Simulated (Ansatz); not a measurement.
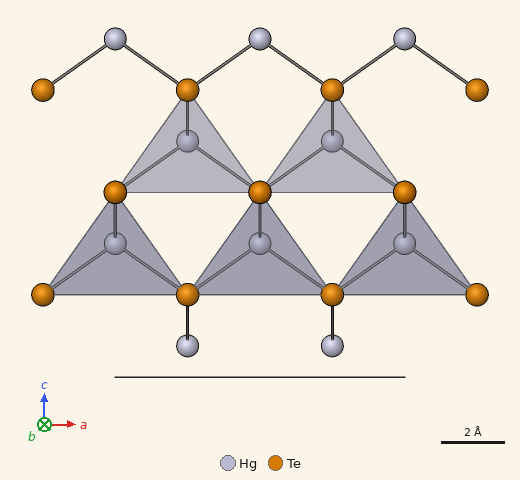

This is the input geometry for a relaxation of a slab of composition Hg₄Te₃ (cut from the F-43m phase). The picture is a polyhedral view of the 2 × 1 repeat of the cell, outlined in the plane, without the vacuum, seen along the b axis.

Case: (1 0 0) slab, atoms relaxed. The slab is the (1 0 0) face of HgTe.

Theory: DFT PBEsol, scalar-relativistic, plane waves, PAW (Ansatz).

Input
```yaml
crystal:
  lattice:
    - [4.6045184592, 0.0, 0.0]
    - [0.0, 4.6045184592, 0.0]
    - [0.0, 0.0, 24.7676586799]
  atoms:
    - { symbol: Hg, position: [0.5, 0.5, 0.3028142505] }
    - { symbol: Te, position: [0.5, 0.0, 0.3685428337] }
    - { symbol: Hg, position: [0.0, 0.0, 0.4342714168] }
    - { symbol: Te, position: [0.0, 0.5, 0.5] }
    - { symbol: Hg, position: [0.5, 0.5, 0.5657285832] }
    - { symbol: Te, position: [0.5, 0.0, 0.6314571663] }
    - { symbol: Hg, position: [0.0, 0.0, 0.6971857495] }
basis:
  ecutwfc: 420
kpoints:
  mp_grid: { grid: [8, 8, 1] }
hamiltonian:
  xc: pbesol
scf:
  occupations: { method: gaussian, width: 0.1 }
output:
  forces: true
  eigenvalues: true
  write_density: true
  write_potential: true
  elf: true
  volumetric_format: npy
relax:
  adjacent_minimum: "off"
  f_tol: 0.02
  max_steps: 60
efield:
  axis: 3
  dipole_correction: true
  ramp_width: 0.04
```

Command:
```bash
ansatz run input.yaml --threads 1 --pin off --max-ram 2560MiB --backend cpu --events-out ev --progress --plain --runs-dir out
```

**Predict the outcome.**

The largest moves relative to the layer's centre, 0.082 Å, are those of Hg1 and Hg7. Hg1 goes along the normal (−c). Largest moves by element: Hg 0.082 Å, Te 0.004 Å. The cell doesn't change. Some distances before and after: Hg1–Te2 2.820 → 2.866 Å. Bond angles that change, for instance: Te2–Hg1–Te2 109.5° → 106.9°, Hg1–Te2–Hg1 109.5° → 106.9°. The energy falls by 12.4 meV per cell of the calculation in 3 geometry steps. The largest force component goes from 0.16 to 0.0062 eV/Å. The run took 4.2 min on 1 thread of Intel(R) Xeon(R) 6975P-C (Granite Rapids), on a shared host, peak memory 1.1 GiB.

Step by step:

| step | E − E(0), meV/atom | largest force component, eV/Å |
| --- | --- | --- |
| 0 | 0.00 | 0.1600 |
| 1 | -1.36 | 0.0993 |
| 2 | -1.75 | 0.0229 |
| 3 | -1.77 | 0.0062 |

The end point in the same view:

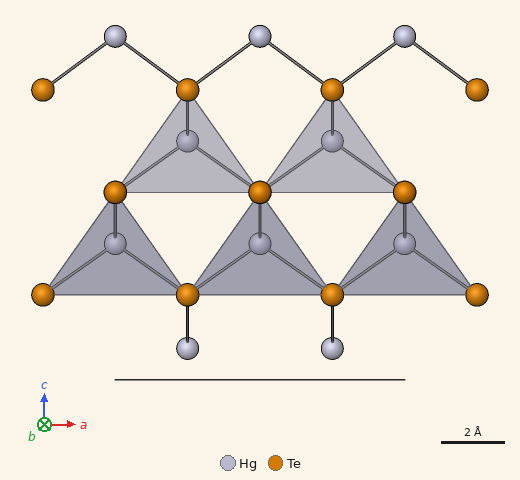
